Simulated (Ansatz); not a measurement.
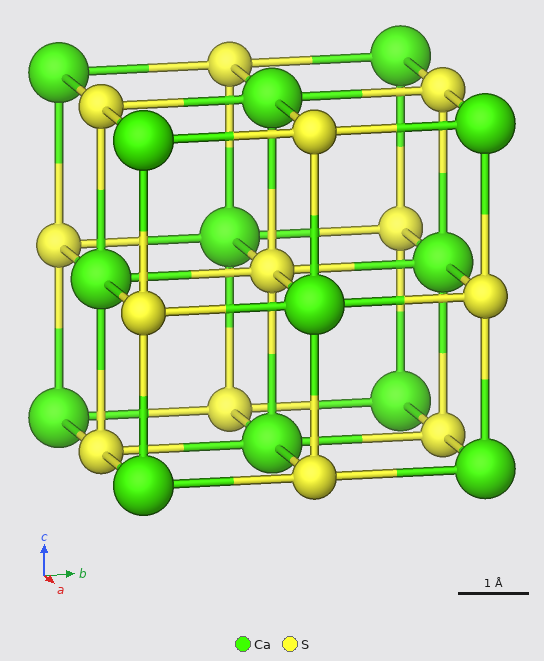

Lattice vibrations of solid CaS relaxed at 40 GPa, at the zone centre. A ball-and-stick model of the conventional cell (4 times the calculation's cell), seen slightly off an axis. Lengths and directions refer to the drawn axes.

Computed with Ansatz 0.2.0, DFT PBE, scalar-relativistic, plane waves, PAW.

Input file:
```yaml
crystal:
  lattice:
    - [0.0, 2.5444332185, 2.5444332185]
    - [2.5444332185, 0.0, 2.5444332185]
    - [2.5444332185, 2.5444332185, 0.0]
  atoms:
    - { symbol: Ca, position: [0.0, 0.0, 0.0] }
    - { symbol: S, position: [0.5, 0.5, 0.5] }
basis:
  ecutwfc: 420
kpoints:
  mp_grid: { grid: [10, 10, 10] }
hamiltonian:
  xc: pbe
scf:
  occupations: { method: fixed }
output:
  eigenvalues: true
phonons:
  method: dfpt
  dielectric: true
  rigid_motions: translations
  eigenvectors: true
```

Command:
```bash
ansatz run input.yaml --threads 1 --pin off --max-ram 1228MiB --backend cpu --events-out ev --progress --plain --runs-dir out
```

Frequencies are those without the non-analytic (LO–TO) term.

### List the optical modes.

The calculation's cell holds 2 atoms, so there are 3 optical modes, in 1 level. The optical modes span T₁u. No level is unstable.

```tsv
level	symmetry	frequency (cm⁻¹)	activity
1	T₁u	391	infrared-active
```

The modes drawn as arrows (one member of each degenerate set):

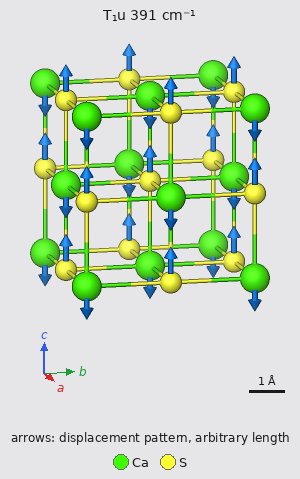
